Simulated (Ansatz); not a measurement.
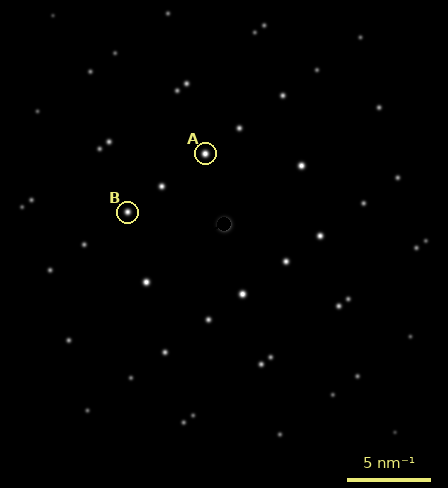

Computed electron diffraction pattern, 200 kV, single scattering only, B = 1 Å². Two individuals of a reflection twin are superposed (a geometric construction: whether this twin forms is not tested; the second individual is smaller and so fainter). Crystal: Ir, space group P6/mmm (No. 191), a = 2.64 Å, c = 2.58 Å (hexagonal axes), zone axis [101]. Structure: coordinates from a relaxation with DFT r2SCAN, scalar-relativistic, plane waves, PAW (Ansatz 0.2.0); the starting structure was generated, so it need not be a known form of this composition.

```csv
atom,site,symmetry,x,y,z
Ir,1a,6/mmm,0.0000,0.0000,0.0000
```

In the first individual spot A is 0 -1 0 and spot B is 1 -1 -1.

On which plane is the crystal twinned?

(10-1). The spot positions of the combined pattern are mirror-symmetric about the row through 1 0 -1 (d = 1.711 Å), which both individuals share, while a single individual has only symmetry 2mm without that mirror line. Friedel's law adds a mirror line at right angles, along which no low-index reflection lies.

Which other reflections coincide?

Within the frame only the reflections of the common row coincide.
